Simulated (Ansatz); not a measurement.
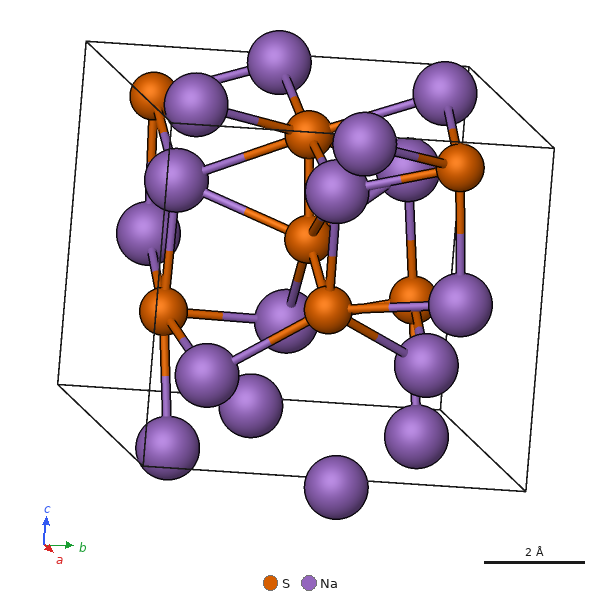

The crystal in a ball-and-stick representation, seen slightly off an axis. Atoms at the boundary of the supercell (the box) are drawn once for each face, edge or corner they touch. The host is Na$_{2}$S, in a cell of 18 sites, and the cell carries a charge of +1.

Identify the point defect.

Sulfur on a sodium site (an antisite). It is bonded to four Na and two S (about 3.0 to 3.1 Å to Na, 2.1 Å to S).

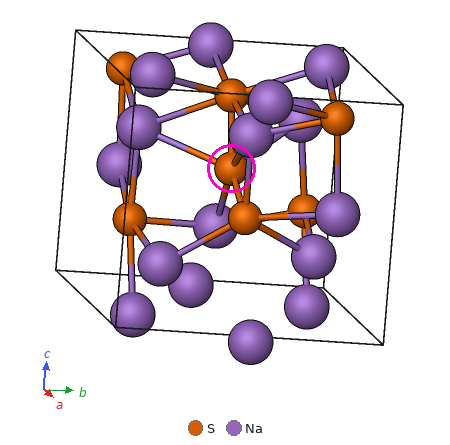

The same cell with a ring at the defect's site.

The atoms were relaxed in the host's cell with Ansatz, DFT PBE, scalar-relativistic, plane waves, PAW.
